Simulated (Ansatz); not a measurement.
```
Ba Te
1.0
     6.82000    0.00000    0.00000
     0.00000    6.82000    0.00000
     0.00000    0.00000    6.82000
Ba Te
4 4
Direct
  0.00000 0.00000 0.00000
  0.50000 0.50000 0.00000
  0.50000 0.00000 0.50000
  0.00000 0.50000 0.50000
  0.50000 0.00000 0.00000
  0.00000 0.50000 0.00000
  0.00000 0.00000 0.50000
  0.50000 0.50000 0.50000
```

Space group Fm-3m.

Computed with Ansatz, DFT PBEsol, scalar-relativistic, plane waves, PAW.

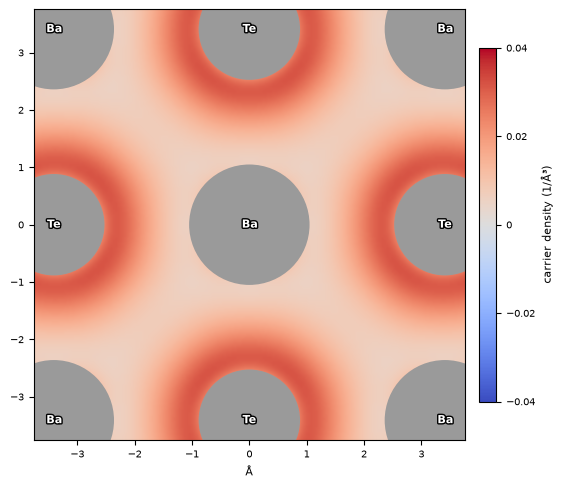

BaTe. Where the hole sits when 0.25 electron is taken from the 2-atom cell of the calculation (uniform compensating background, atoms fixed); the change of density for each carrier, counted positive where the carrier is: a map on the (010) plane of the conventional cell, with grey discs over the atomic cores. Cores are masked to 1.0 Å (Ba) and 0.9 Å (Te).

In a PAW calculation such maps are meaningful between the atoms, not at the nuclei.

> On which atoms does the carrier sit?

Summed over atomic cells sized by the Bader volumes, the hole divides as Te about 80 % and Ba about 20 %; the most favoured element is Te, which fills 65 % of the volume. Over the whole cell, outside the cores, it is densest 1.1 Å from a tellurium nucleus. The counter-flow of charge adds up to under 0.1 e for each carrier. These are shares of the net change, screening included; the states that take the carrier can be more concentrated. This is very heavy doping, far beyond the dilute limit.
